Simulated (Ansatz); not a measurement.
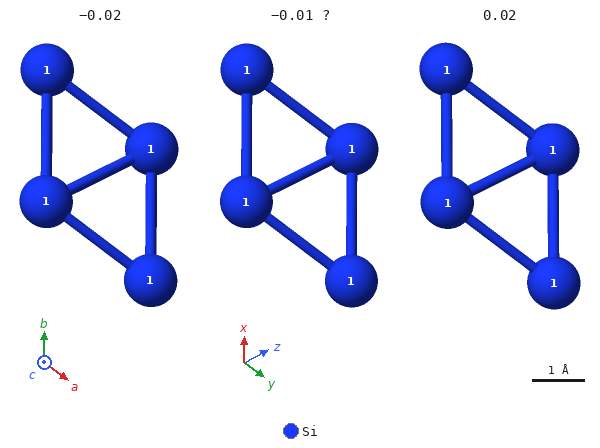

A crystal of Si (I4/mmm): the cell is strained along y alone, with the atoms kept at their fractional coordinates. x, y and z are the Cartesian axes of the input. Style: ball-and-stick. Shown: the cell of the calculation, along the c axis.

Computed with DFT PBE+D3(BJ), scalar-relativistic, plane waves, PAW (Ansatz). Settings: plane-wave cutoff 420 eV; k-point mesh 22 × 22 × 22; occupations gaussian; smearing width 0.15 eV; no spin polarisation. Energies (free energies at the smearing named) are counted from the cell as listed in its source, which wasn't relaxed.

| strain | energy change (meV/atom) |
| --- | --- |
| −0.020 | −0.51 |
| −0.015 | −0.85 |
| −0.010 | ? |
| 0.000 | 0.00 |
| 0.005 | 0.88 |
| 0.010 | 2.05 |
| 0.015 | 3.50 |
| 0.020 | 5.22 |

Question: One row is withheld. What is its energy?

Answer: A straight line between the two neighbours gives −0.57 meV/atom. A cubic through the four nearest rows (−0.020, −0.015, 0.000, 0.005) gives, with Lagrange weights, (−0.3000)(−0.51) + (1.0000)(−0.85) + (0.5000)(0.00) + (−0.2000)(0.88) = −0.87 meV/atom. The calculation gives −0.87 meV/atom, so the cubic is right to the digits shown and the straight line 0.30 meV/atom too high, as the curve bends upwards here.

The whole profile:

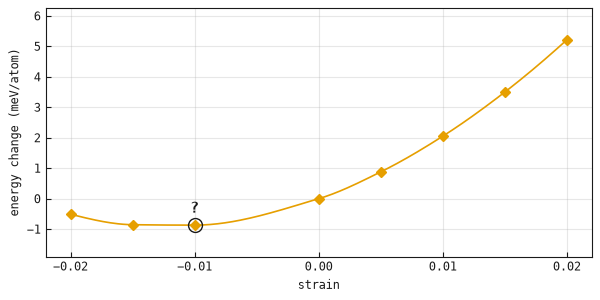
